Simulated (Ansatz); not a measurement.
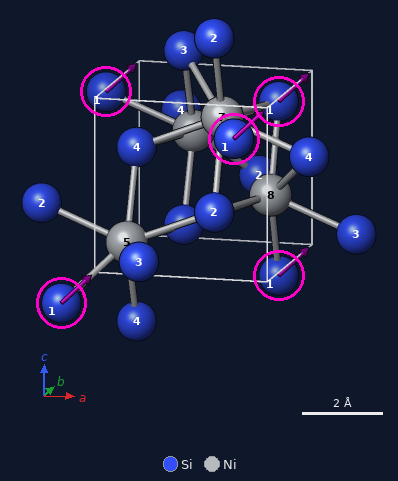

Energy scan for crystalline SiNi (P2_13), in which Si1 (one in each cell of 8 atoms) is moved towards the nearest copy of atom 5 (Ni) at 2.334 Å, all else fixed. The picture shows the reference cell. The purple arrows give the direction of positive displacement. The ringed atoms are those of the scanned coordinate. Style: ball-and-stick. Shown: the cell of the calculation, slightly off an axis.

All numbers below come from DFT r2SCAN, scalar-relativistic, plane waves, PAW in Ansatz 0.2.0. (plane-wave cutoff 500 eV; k-point mesh 10 × 10 × 10; occupations gaussian; smearing width 0.15 eV; no spin polarisation). Energies (free energies at the smearing named) are counted from the relaxed crystal.

```xyz
8
Lattice="4.4648 0.0000 0.0000 0.0000 4.4648 0.0000 0.0000 0.0000 4.4648" Properties=species:S:1:pos:R:3 pbc="T T T"
Si    3.7813    3.7813    3.7813
Si    2.9159    0.6835    1.5489
Si    1.5489    2.9159    0.6835
Si    0.6835    1.5489    2.9159
Ni    0.6640    0.6640    0.6640
Ni    1.5684    3.8008    2.8964
Ni    2.8964    1.5684    3.8008
Ni    3.8008    2.8964    1.5684
```

### Give the energy at each point (the displacement: −0.20, −0.15, −0.10, 0.00, 0.05, 0.15, 0.20 Å).

```tsv
displacement (Å)	energy change (meV/cell)
−0.20	245.9
−0.15	138.5
−0.10	61.8
0.00	0.0
0.05	15.8
0.15	146.7
0.20	266.1
```

Of the computed points the lowest is at the displacement 0.00 Å, 0.0 meV/cell. The curvature at zero is about 13 eV/Å². The well is nearly symmetric. At the highest point the shortest interatomic distance is 2.13 Å, against 2.33 Å in the reference. The distortion takes the space group from P2_13 to R3.

As a plot:

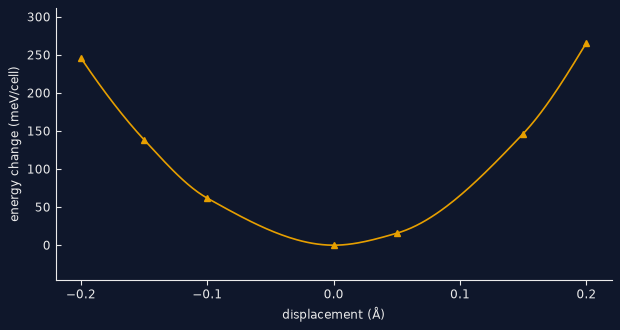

Limits of the set-up: an element that often carries a moment was run without spin polarisation.
